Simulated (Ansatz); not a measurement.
The coordinates of a crystal:

```cif
data_structure
_symmetry_space_group_name_H-M 'F m -3 m'
_symmetry_Int_Tables_number 225
_cell_length_a 5.9932
_cell_length_b 5.9932
_cell_length_c 5.9932
_cell_angle_alpha 90.000
_cell_angle_beta 90.000
_cell_angle_gamma 90.000
_cell_volume 215.27
loop_
_atom_site_label
_atom_site_type_symbol
_atom_site_symmetry_multiplicity
_atom_site_Wyckoff_symbol
_atom_site_fract_x
_atom_site_fract_y
_atom_site_fract_z
_atom_site_occupancy
Pb1 Pb 4 a 0.00000 0.00000 0.00000 1
F1 F 8 c 0.25000 0.75000 0.75000 1
```

Question: Interpret the file: composition, symmetry and coordination.

Answer: Its composition is PbF2. Space group Fm-3m (No. 225), lattice face-centred cubic. The arrangement is known as fluorite (CaF₂ type). Atoms per cell: 12 (4 Pb, 8 F). Within bonding distance, the neighbour counts come to Pb 8 and F 4.

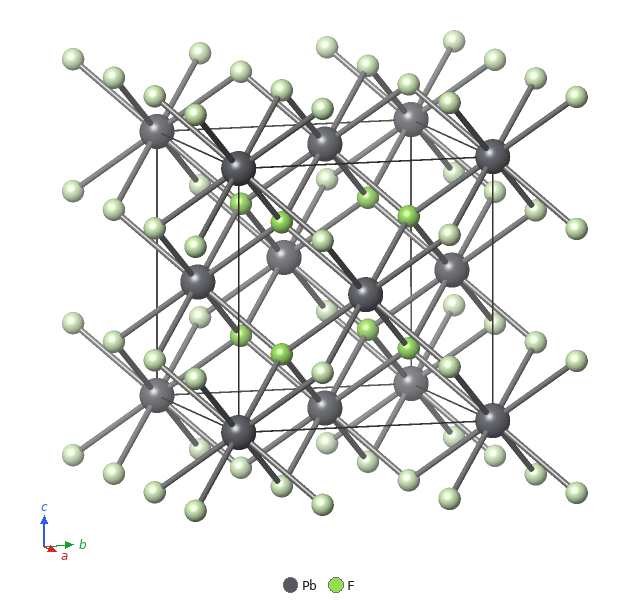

An orthographic ball-and-stick view of the structure, slightly off an axis. Atoms at the boundary of the conventional unit cell (the box) are drawn once for each face, edge or corner they touch. The bonded neighbours beyond the faces are included, in fainter colours. Colours: lead dark grey, fluorine green.

The cell started as a structure type known for this compound. Earlier steps of the study may have refined or changed the cell and positions. It was run through Ansatz as a DFT input.
